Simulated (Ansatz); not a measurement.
Band-structure calculation, with input and output: AlP

- system: AlP (F-43m, 2 atoms in the cell)
- method: DFT, r2SCAN, plane waves, PAW, no spin polarisation (Ansatz 0.2.0)

The structure derives from an entry of the Crystallography Open Database. The geometry comes from this level: r2SCAN.

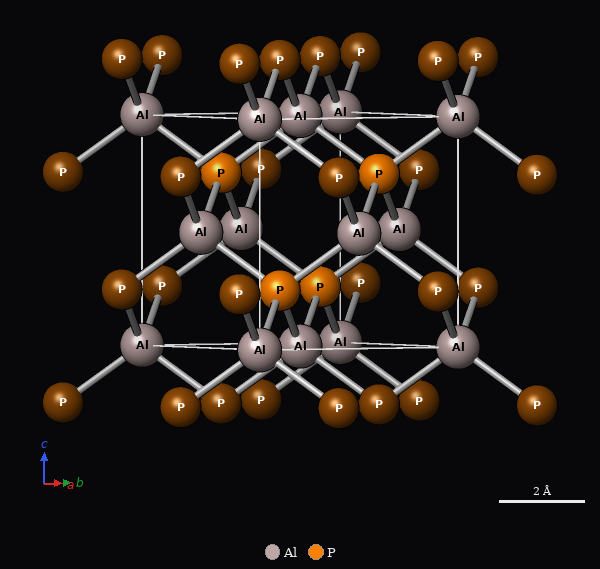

**Figure 1.** The input geometry (ball-and-stick view of the cell 4 times as large as that of the calculation, set on its symmetry axes, seen at an oblique angle; neighbours outside the cell are drawn fainter). Near neighbours in the crystal (not all of them lie inside the picture): Al has 4 P at 2.37 Å; P has 4 Al at 2.37 Å.

### Input file
```yaml
crystal:
  lattice:
    - [0.0, 2.7392607961, 2.7392607961]
    - [2.7392607961, 0.0, 2.7392607961]
    - [2.7392607961, 2.7392607961, 0.0]
  atoms:
    - { symbol: Al, position: [0.0, 0.0, 0.0] }
    - { symbol: P, position: [0.25, 0.25, 0.25] }
kpoints:
  mp_grid: { grid: [8, 8, 8] }
  band_path:
    path:
      - [0.0, 0.0, 0.0]
      - [-0.5, -0.5, 0.0]
      - [-0.375, -0.375, 0.25]
      - [-0.375, 0.0, 0.375]
      - [0.0, 0.0, 0.5]
      - [-0.5, -0.25, 0.25]
      - [0.0, 0.5, 0.5]
    npoints: 1
hamiltonian:
  xc: r2scan
scf:
  occupations: { method: fixed }
  n_extra_bands: 4
output:
  forces: true
  stress: true
  eigenvalues: true
  write_density: true
  write_potential: true
  elf: true
  volumetric_format: npy
```

Run on 2 threads of an Arm (aarch64) CPU, shared host.

Launched with:
```bash
ansatz run input.yaml --threads 2 --pin off --max-ram 2211MiB --backend cpu --events-out ev --progress --plain --runs-dir out
```

### Output
```
scf.n_extra_bands = 4 over 4 filled bands (N_el = 8.0): the run solves 8 bands
Engine: ansatz 0.2.0, aarch64-unknown-linux-gnu
Pseudopotentials: kind: paw
Pseudopotential: Al, paw, valence charge 3, recommended cutoff 500 eV (meta_gga), Al.paw.azcp
Pseudopotential: P, paw, valence charge 5, recommended cutoff 500 eV (meta_gga), P.paw.azcp
Functional definition: r2SCAN
  parameter k0 = 0.174
  parameter k1 = 0.065
  parameter a1 = 4.9479
  exchange = r2scan_x(k0 = k0, k1 = k1, a1 = a1)
  correlation = r2scan_c
Crystal: 2 atoms, lattice volume = 41.108 Å³
Basis set: ecut = 500 eV, 1037 PW (Γ), exchange–correlation on 120×120×120 points (64 copies of the dense FFT grid, shifted against one another)
Bands: 8, of which v1, the nominal top of the filled ones, is band 4 counted from 1 (3 counted from 0)
Symmetry: 24 space group operations
Space group: F-43m (ITA 216), of the structure as read, at distance tolerance 3.5e-5 Å
k-points: 29 of 512 (time reversal used)
Non-local potential: Al, projectors of the file, l = 0: 2, l = 1: 2, l = 2: 1
Non-local potential: P, projectors of the file, l = 0: 2, l = 1: 2, l = 2: 2
PAW form: soft (Blöchl's): semilocal exchange-correlation on the pseudo side does not see the compensation charge
PAW frozen core: Al, regenerated for the run's functional (the file was generated under x = pbe(κ = 0.804, μ = 0.2195149727645171), c = pbe(β = 0.06672455060314922))
PAW frozen core: P, regenerated for the run's functional (the file was generated under x = pbe(κ = 0.804, μ = 0.2195149727645171), c = pbe(β = 0.06672455060314922))
PAW one-centre angular grid: Al, 302 points (default); XC on 160 Gauss nodes
PAW one-centre angular grid: P, 302 points (default); XC on 160 Gauss nodes
Initial density: superposition of atomic densities (neutral atoms: chi_scale 0, normalization atom), corrected by the library's trained network
Initial wavefunctions: pseudopotential atomic-orbital guess
Functional: x = r2scan, c = r2scan; τ floored in thin density (d = 2e-4 eV/Å³)
SCF iter   1: F=—  HF=-1301.035963 eV  |F-HF|=—  |Δ(HF+E_count)|=         —  Δρ=2.86e-3  dr2=3.03e-3  dr2_τ=1.28e-2  ethr=1.77e-3  ⟨swp⟩=5.4  Hψ=1717  notcnv=0  defer=51
preconditioner: auto → none  [insulator: Δε(μ)=1.872 eV  Ē_g=10.590 eV  n_scr=8 (ndim 8)  ℏωp=16.4 eV  f_vac=0.000  ε∞_Penn≈3.4]
SCF iter   2: F=—  HF=-1301.066173 eV  |F-HF|=—  |Δ(HF+E_count)|=   3.02e-2  Δρ=1.91e-3  dr2=1.29e-3  dr2_τ=1.82e-5  ethr=3.79e-5  ⟨swp⟩=3.0  Hψ=688  notcnv=0  defer=55
SCF iter   3: F=—  HF=-1301.066295 eV  |F-HF|=—  |Δ(HF+E_count)|=   1.22e-4  Δρ=8.02e-4  dr2=4.89e-4  dr2_τ=7.02e-6  ethr=1.61e-5  ⟨swp⟩=2.7  Hψ=429  notcnv=0  defer=55
SCF iter   4: F=—  HF=-1301.066187 eV  |F-HF|=—  |Δ(HF+E_count)|=   1.08e-4  Δρ=1.66e-4  dr2=1.81e-5  dr2_τ=2.10e-7  ethr=6.11e-6  ⟨swp⟩=2.5  Hψ=398  notcnv=0  defer=52
SCF iter   5: F=—  HF=-1301.066190 eV  |F-HF|=—  |Δ(HF+E_count)|=   2.68e-6  Δρ=3.86e-5  dr2=5.38e-7  dr2_τ=1.23e-8  ethr=2.26e-7  ⟨swp⟩=2.1  Hψ=353  notcnv=0  defer=41
SCF iter   6: F=-1301.066190 eV  HF=-1301.066190 eV  |F-HF|=1.84e-9  |Δ(HF+E_count)|=   1.84e-7  Δρ=2.91e-6  dr2=2.84e-9  dr2_τ=8.57e-11  ethr=1.25e-9  ⟨swp⟩=13.1  Hψ=2291  notcnv=0
SCF 1 converged in 6 iterations: F = -1301.066190 eV  dr2 = 2.84e-9
  greatest PAW one-centre occupation: 0.776 electrons in one spin orbital (limit 2), on the P atom at site 1 (counted from 0), in its partial waves of l = 0
NSCF: frozen V_eff on 7 k-points
SCF converged after 6 iterations
Free energy (F): -1301.066190 eV
Harris-Foulkes:  -1301.066190 eV  (|F-HF|=1.84e-9)
Internal energy: -1301.066190 eV  (E = F + TS)
E sigma→0 (E₀):  -1301.066190 eV
Fermi energy:    4.787750 eV
--- Per-component energies (eV) ---
  E_band       = 1.707520
  E_kinetic    = 93.924744
  E_local      = -82.321769  (includes V_loc(G=0)·N_el)
  E_nonlocal   = 43.310218
  E_hartree    = 25.365917
  E_xc         = -95.644815
  E_vxc        = -96.655131  (∫ρ·V_xc dr)
  E_paw        = -1049.069585  (= ΣΔE_a)
  E_vpaw       = -11.358214  (= ΣTr[D̂ρ^β])
  E_aug_tail   = -0.000000  (compensation charges beyond the density's cutoff)
  E_vtau       = 4.076124  (kinetic-family band-sum trace: ∫τ·v_τ [+ j·A + Jᵃ·Aᵃ] dr)
  E_ewald      = -236.479949
  E_core_change = -0.150950  (= ΣΔE_core)
  E_smearing   = -0.000000  (= −TS)
  E_closure    = -0.000000  (closes the sum)
  Σ components = -1301.066190   (vs F -1301.066190, Δ=0.00e0)
--- Forces (eV/Å), atoms counted from 1 ---
  atom   1  Al     0.00000000    -0.00000000    -0.00000000
  atom   2  P     -0.00000000     0.00000000     0.00000000
  max |Σ_I F_I| component: 7.40e-17 eV/Å
--- Stress (GPa, compression-positive) ---
        0.006772       0.000000      -0.000000
        0.000000       0.006772       0.000000
        0.000000       0.000000       0.006772
  P = ⅓ Tr σ = 0.0068 GPa (0.068 kbar)
--- Band table (eV; the first three rows and the last of 29) ---
  k-point 0: bands = ["-7.1474", "4.7877", "4.7877", "4.7877", "8.6959", "9.7345", "9.7345", "9.7345"]
  k-point 1: bands = ["-6.9696", "3.5765", "4.6364", "4.6364", "9.0171", "10.0288", "10.0288", "10.3619"]
  k-point 2: bands = ["-6.4702", "1.5786", "4.3330", "4.3330", "8.5911", "10.3438", "10.3438", "12.3190"]
  k-point 28: bands = ["-4.7005", "-0.2026", "1.5457", "1.9358", "9.4881", "11.2226", "11.3717", "11.7076"]
```

### File rho_z.tsv
```
# z_ang	rho[e/angstrom^3]
# format = ansatz-planar-average/11
# lattice	0.000000000	2.739260796	2.739260796
# lattice	2.739260796	0.000000000	2.739260796
# lattice	2.739260796	2.739260796	0.000000000
# sites	2
# site	13	0.000000000	0.000000000	0.000000000
# site	15	1.369630398	1.369630398	1.369630398
0.000000	2.225222e-1
0.129130	2.539657e-1
0.258260	2.813796e-1
0.387390	3.010925e-1
0.516520	3.111522e-1
0.645650	3.118653e-1
0.774780	3.050885e-1
0.903910	2.932436e-1
1.033040	2.788735e-1
1.162170	2.643942e-1
1.291300	2.512855e-1
1.420430	2.391702e-1
1.549560	2.261011e-1
1.678690	2.101717e-1
1.807820	1.910959e-1
1.936950	1.704500e-1
2.066080	1.505423e-1
2.195210	1.331727e-1
2.324340	1.192288e-1
2.453470	1.088620e-1
2.582600	1.018040e-1
2.711730	9.766324e-2
2.840860	9.610746e-2
2.969990	9.703854e-2
3.099120	1.008196e-1
3.228250	1.083379e-1
3.357380	1.207021e-1
3.486510	1.387046e-1
3.615640	1.624117e-1
3.744770	1.909823e-1
```

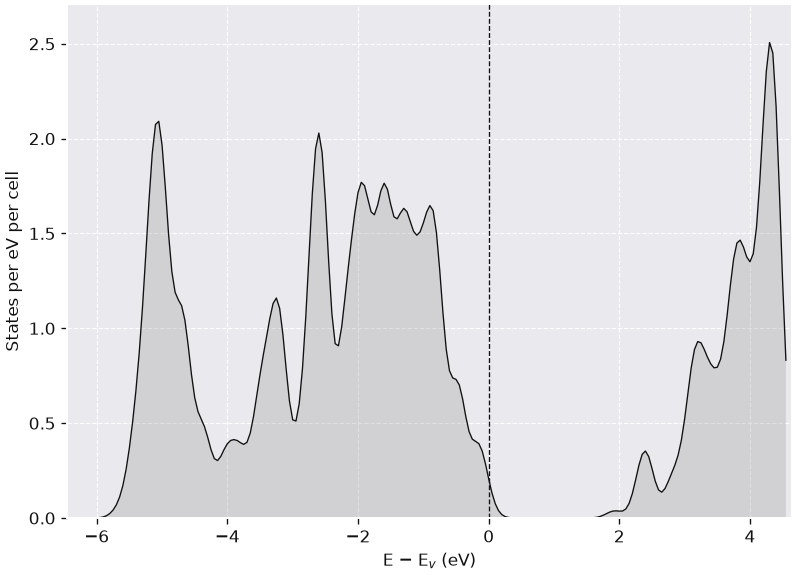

**Figure 2.** Density of states (the curve is built from the levels of the k mesh with Gaussians 0.3 eV wide, which also blur the band edges), with energies from the valence-band top. There is a gap of 1.93 eV on the k-point mesh. Small ripples come from the finite k-point mesh.

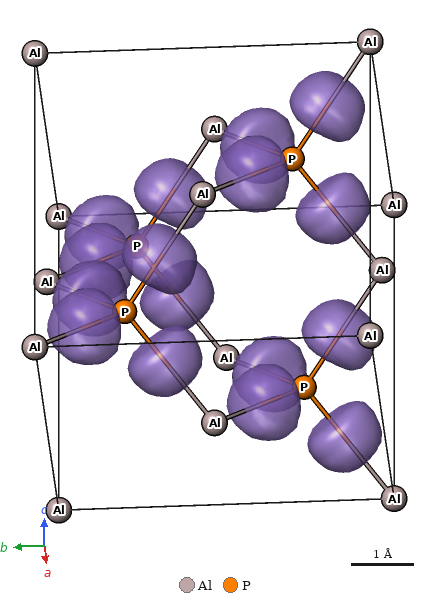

**Figure 3.** Isosurface of the ELF at 0.85 (purple), seen at an oblique angle. Core shells and regions of very low density are left out. Sticks mark near contacts. The outline is the cell set on symmetry axes. The ELF exceeds this value in 16 regions between bonded Al–P atoms (shared pairs), counted in one cell of 8 atoms. Along the contacts the grid gives the following. Core electrons are frozen (PAW), so the fields are smoothed inside the atomic spheres.

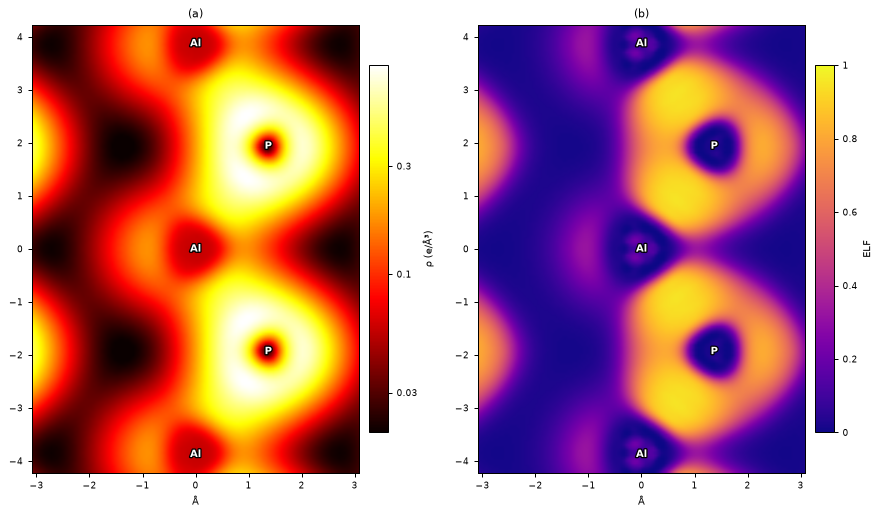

**Figure 4.** (a) valence pseudo-density; (b) electron localisation function on the (101) plane of the conventional cell. The plane passes through Al and P nuclei. Away from the nuclei the density in this plane falls to 0.02 e/Å³ at its lowest.

### Results in brief

| quantity | value |
| --- | --- |
| outcome | converged |
| space group (tolerance 0.01 Å) | F-43m (216) |
| electrons treated | 8 |
| free energy | −1301.0662 eV |
| Fermi energy | 4.788 eV |
| gap on the k-point mesh | 1.93 eV |
| pressure | 0.01 GPa |
| largest force (length of the vector) | under 0.001 eV/Å |
| wall time | 3.5 s (CPU time 6.8 s) |
| peak memory | 0.39 GiB |
